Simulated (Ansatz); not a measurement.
## Electronic structure of SrTiO$_{3}$ in real space

```yaml
crystal:
  lattice:
    - [-0.05249, -0.05249, -7.97239]
    - [5.57377, -5.57377, 0.00000]
    - [-2.79758, -2.79758, 3.94925]
  atoms:
    - { symbol: Sr, position: [0.75000, 0.50000, 0.50000] }
    - { symbol: Sr, position: [0.25000, 0.00000, 0.50000] }
    - { symbol: Sr, position: [0.75000, 0.00000, 0.50000] }
    - { symbol: Sr, position: [0.25000, 0.50000, 0.50000] }
    - { symbol: Ti, position: [0.75000, 0.25000, 0.00000] }
    - { symbol: Ti, position: [0.25000, 0.75000, 0.00000] }
    - { symbol: Ti, position: [0.75000, 0.75000, 0.00000] }
    - { symbol: Ti, position: [0.25000, 0.25000, 0.00000] }
    - { symbol: O, position: [0.50000, 0.25000, 0.00000] }
    - { symbol: O, position: [0.00000, 0.75000, 0.00000] }
    - { symbol: O, position: [0.50000, 0.75000, 0.00000] }
    - { symbol: O, position: [0.00000, 0.25000, 0.00000] }
    - { symbol: O, position: [0.77192, 0.50000, 0.04384] }
    - { symbol: O, position: [0.27192, 0.00000, 0.04384] }
    - { symbol: O, position: [0.50000, 0.27192, 0.50000] }
    - { symbol: O, position: [0.00000, 0.77192, 0.50000] }
    - { symbol: O, position: [0.72808, 0.00000, 0.95616] }
    - { symbol: O, position: [0.22808, 0.50000, 0.95616] }
    - { symbol: O, position: [0.50000, 0.72808, 0.50000] }
    - { symbol: O, position: [0.00000, 0.22808, 0.50000] }
```

Space group C2/m; changed on purpose from its base cell (equal engineering shear yz, xz and xy +0.0133, equal normal strain along x, y and z +0.0100); computed pressure about −5 GPa in this cell; computed without spin polarisation; PAW files of the earlier set (soft_1).

All numbers below come from DFT PBE, scalar-relativistic, plane waves, PAW (Ansatz 0.2.0).

Core electrons are frozen (PAW), and the valence fields are smoothed inside the atomic spheres.

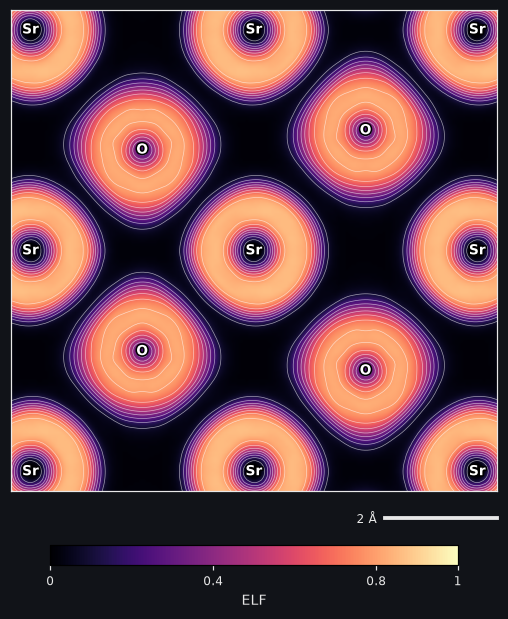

Figure 1. ELF on the (001) plane of the conventional cell.

Q: Interpret the plot.

A:
- Atoms in the plane: Sr and O.
- Sr–O (2.68 Å): the ELF is about 0.05 at the midpoint (an ionic contact with no shared pair).
- Sr–O (2.93 Å): the ELF is about 0.05 at the midpoint (a closed-shell, largely ionic contact).
- The features right at Sr lie inside the PAW spheres, where the map follows smoothed inner orbitals and isn't to be read closely.

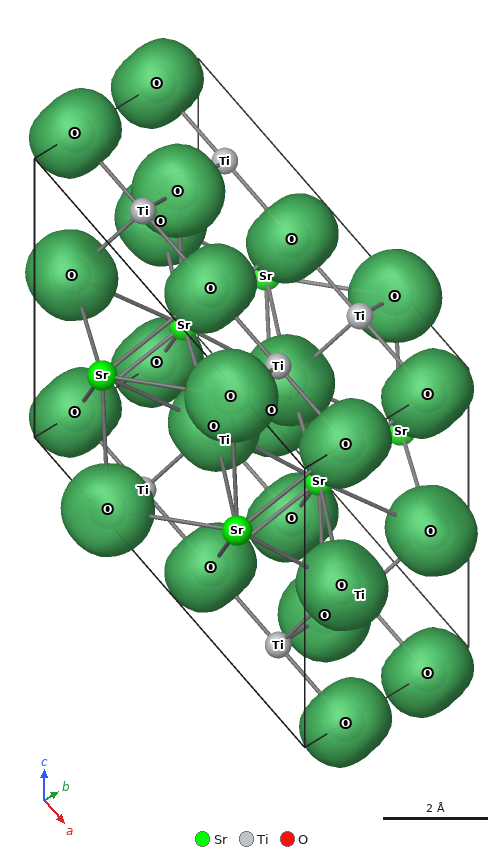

Figure 2. Isosurface of the electron localisation function at 0.7 (green), seen slightly off an axis. Only the valence region is drawn (cores and ρ < 0.01 e/Å³ removed). Sticks mark near contacts.

Q: What do the ELF domains correspond to?

A: The ELF exceeds this value in twelve regions wrapped around O (the valence shell of each), counted in one cell of 20 atoms. Any copies at cell faces, edges or corners count once.


Ti–O (1.98 Å): the ELF peaks at about 0.80 in the valence shell of O, 0.6 Å from its nucleus, and is about 0.20 at the midpoint (no shared electron pair shows on this line).

Q: Does the calculation make it a metal, or give it a gap?

A: It is gapped, with a Kohn–Sham gap of 1.8 eV on the k-point mesh, an upper bound to the gap of this method.
